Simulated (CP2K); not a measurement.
## A series of single points on InAs

System: InAs (F-43m, 2 atoms in the cell).
Method: Kohn-Sham DFT of a periodic cell, r2SCAN, GTH-SCAN with UZH-TZVP basis, no spin polarisation (CP2K 2026.2).

The 6 runs differ only in the geometry, by an even scaling of the cell at fixed fractional positions. The structure derives from an entry of the Crystallography Open Database.

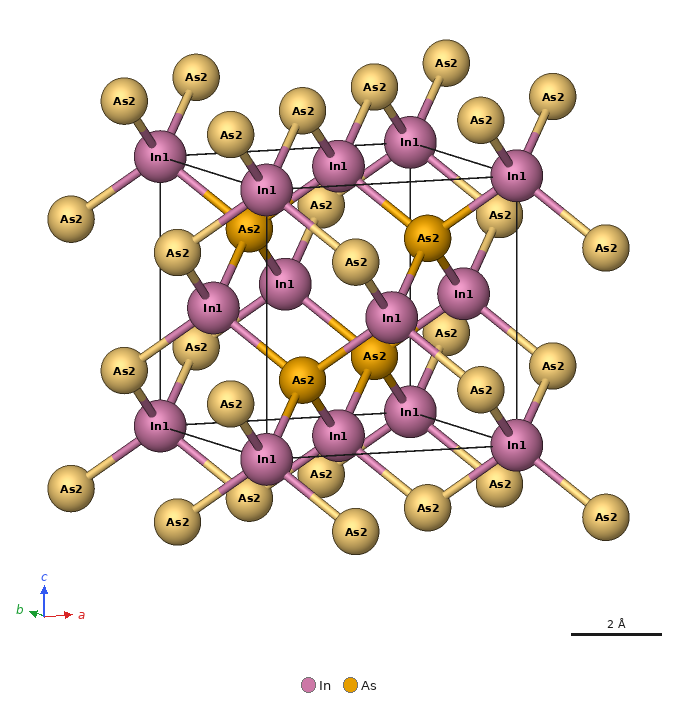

Figure 1. The structure of run 4 (ball-and-stick view of the cell 4 times as large as that of the calculation, set on its symmetry axes, seen slightly off an axis; neighbours outside the cell are drawn fainter; atoms are numbered from 1 in the order of the input).

## Input of run 4
```
&GLOBAL
  PROJECT inas_eos
  RUN_TYPE ENERGY_FORCE
  PRINT_LEVEL LOW
&END GLOBAL
&FORCE_EVAL
  METHOD QS
  STRESS_TENSOR ANALYTICAL
  &DFT
    BASIS_SET_FILE_NAME BASIS_MOLOPT_UZH
    POTENTIAL_FILE_NAME POTENTIAL_UZH
    WFN_RESTART_FILE_NAME previous-RESTART.kp
    &MGRID
      CUTOFF 675
      REL_CUTOFF 60
      NGRIDS 4
    &END MGRID
    &QS
      METHOD GPW
      EPS_DEFAULT 1.0E-10
    &END QS
    &KPOINTS
      SCHEME MONKHORST-PACK 8 8 8
      GAMMA_CENTERED T
      SYMMETRY T
      SYMMETRY_BACKEND SPGLIB
    &END KPOINTS
    &SCF
      SCF_GUESS RESTART
      EPS_SCF 1.0E-6
      MAX_SCF 100
      ADDED_MOS 10
      CHOLESKY OFF
      EPS_EIGVAL 1.0E-7
      &DIAGONALIZATION ON
        ALGORITHM STANDARD
      &END DIAGONALIZATION
      &MIXING ON
        METHOD BROYDEN_MIXING
        ALPHA 0.4
        BETA 1.5
        NBUFFER 8
      &END MIXING
      &SMEAR ON
        METHOD FERMI_DIRAC
        ELECTRONIC_TEMPERATURE [K] 580.226
      &END SMEAR
    &END SCF
    &XC
      &XC_FUNCTIONAL
        &MGGA_X_R2SCAN
        &END MGGA_X_R2SCAN
        &MGGA_C_R2SCAN
        &END MGGA_C_R2SCAN
      &END XC_FUNCTIONAL
    &END XC
    &PRINT
      &KPOINTS ON
      &END KPOINTS
      &MULLIKEN ON
      &END MULLIKEN
      &MO ON
        ENERGIES T
        OCCUPATION_NUMBERS T
        &EACH
          QS_SCF 0
        &END EACH
        ADD_LAST NUMERIC
      &END MO
    &END PRINT
  &END DFT
  &SUBSYS
    &CELL
      A 4.2963628949 0.0000000000 0.0000000000
      B 2.1481814475 3.7207594109 0.0000000000
      C 2.1481814475 1.2402531369 3.5079656141
      PERIODIC XYZ
    &END CELL
    &COORD
      In  0.0000000000 0.0000000000 0.0000000000
      As  6.4445443424 3.7207594108 2.6309742106
    &END COORD
    &KIND In
      BASIS_SET TZVP-MOLOPT-SCAN-GTH-q13
      POTENTIAL GTH-SCAN-q13
    &END KIND
    &KIND As
      BASIS_SET TZVP-MOLOPT-SCAN-GTH-q5
      POTENTIAL GTH-SCAN-q5
    &END KIND
    &PRINT
      &ATOMIC_COORDINATES ON
      &END ATOMIC_COORDINATES
      &CELL ON
      &END CELL
    &END PRINT
  &END SUBSYS
  &PRINT
    &FORCES ON
    &END FORCES
    &STRESS_TENSOR ON
    &END STRESS_TENSOR
  &END PRINT
&END FORCE_EVAL
```

Command:
```bash
OMP_NUM_THREADS=1 cp2k.psmp -i inas_eos.inp -o inas_eos.out
```

Run 5 differs from it as follows:
```diff
-      A 4.2963628949 0.0000000000 0.0000000000
-      B 2.1481814475 3.7207594109 0.0000000000
-      C 2.1481814475 1.2402531369 3.5079656141
+      A 4.3242621370 0.0000000000 0.0000000000
+      B 2.1621310685 3.7449208633 0.0000000000
+      C 2.1621310685 1.2483069544 3.5307452499
-      As  6.4445443424 3.7207594108 2.6309742106
+      As  6.4863932055 3.7449208633 2.6480589374
```

## Results, with one run withheld

```tsv
run	volume per atom (Å³)	free energy per atom, from the lowest run given (meV)	pressure (GPa)	gap on the mesh (eV)
1	25.840	45.26	6.52	0.50
2	26.389	25.98	4.75	0.38
3	26.939	12.42	3.18	0.27
4	28.039	0.00	0.55	0.00
5	28.588	?	?	?
6	29.138	3.70	−1.55	0.00
```

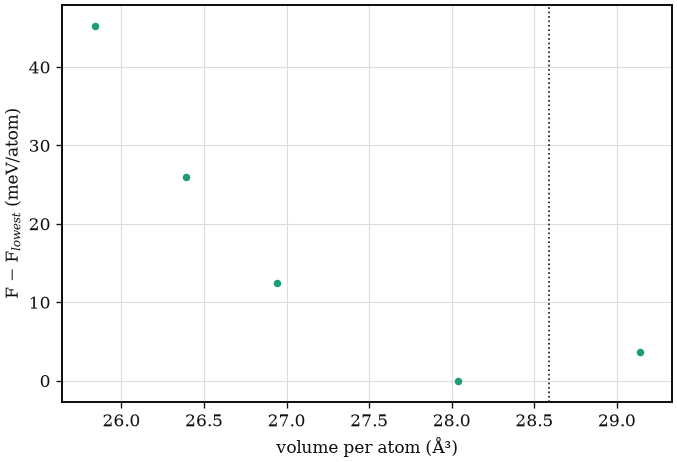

Figure 2. Free energy per atom of the runs given; the dotted line marks run 5.

What should run 5 give?

A cubic polynomial in V^(−2/3) (the Birch–Murnaghan form), fitted to the 5 runs given, misses them by under 0.01 meV per atom. With x = V^(−2/3) − 0.11049 Å⁻², it reads F = 7.3681 + 5594.3 x + 1.0168e+06 x² + 5.1137e+06 x³ (meV per atom). At run 5 it gives 0.07 meV per atom, and the run itself gives 0.05. The slope of the fit gives a pressure −dF/dV of −0.56 GPa there, and the run prints −0.56 GPa. The fit has its minimum at 28.301 Å³ per atom, where V d²F/dV² gives 56.8 GPa: the bulk modulus at this level, since symmetry fixes the shape and the positions. The gap on the mesh lies between 0.00 eV (run 4) and 0.50 eV (run 1); run 5 has 0.00 eV. These are gaps of this functional on this mesh, which can miss the band edges; they aren't the measured gap.

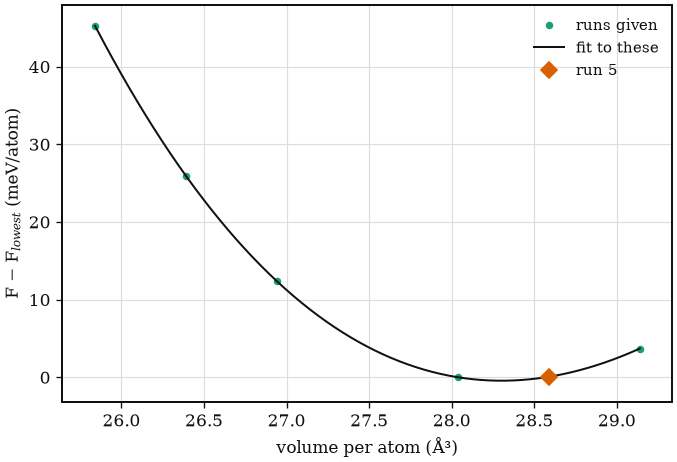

Figure 3. The fit and the withheld run.

## Some lines of the output (run 5)
```
[...]
 CELL| Volume [angstrom^3]:                                            57.176957
 CELL_REF| Volume [angstrom^3]:                                        57.176957
                        Smear method:                                FERMI_DIRAC
  Step     Update method      Time    Convergence         Total energy    Change
  Fermi energy:                                                 0.14472464588147
  Total energy:                                               -62.28235707917796
  Total energy (extrapolated to T->0):                        -62.28234653800495
 MO| E(Fermi):            0.144725 a.u.          3.938158 eV
 MO| Band gap:            0.150209 a.u.          4.087384 eV
 MO| Band gap:            0.159369 a.u.          4.336658 eV
 MO| Band gap:            0.159724 a.u.          4.346303 eV
 MO| Band gap:            0.186289 a.u.          5.069189 eV
 MO| Band gap:            0.200245 a.u.          5.448937 eV
 MO| Band gap:            0.197204 a.u.          5.366181 eV
```
